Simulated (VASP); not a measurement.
```xyz
1
Lattice="2.7782 0.0000 0.0000 0.0000 2.7782 0.0000 0.0000 0.0000 2.7782" Properties=species:S:1:pos:R:3 pbc="T T T"
Ta    0.0000    0.0000    0.0000
```

Space group Pm-3m; a generated structure, not necessarily the stable one.

These are results of Kohn-Sham DFT of a periodic cell, BLYP, VASP PAW PBE potentials, recommended in VASP, not measurements.

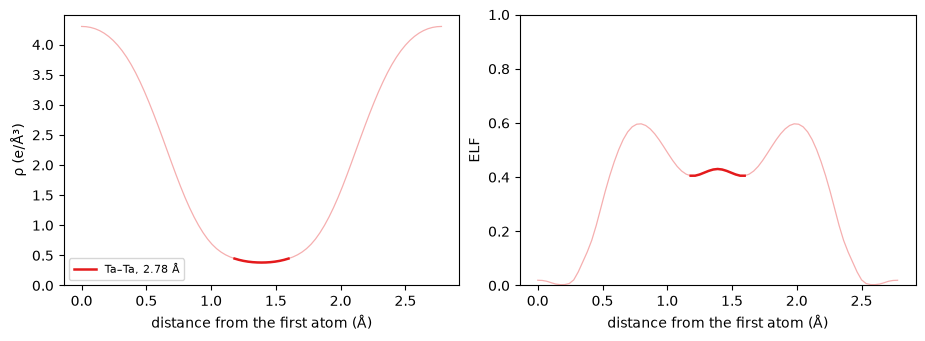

Ta. Valence charge density (pseudo) and ELF along straight lines between neighbouring atoms. Thin, pale parts lie inside the atomic spheres.

The density is the valence pseudo-density of a PAW calculation; it isn't the true density close to the nuclei.

### What can be read from the curves?

Ta–Ta (2.78 Å): the density is about 0.38 e/Å³ at the midpoint; the ELF is about 0.45 at the midpoint.
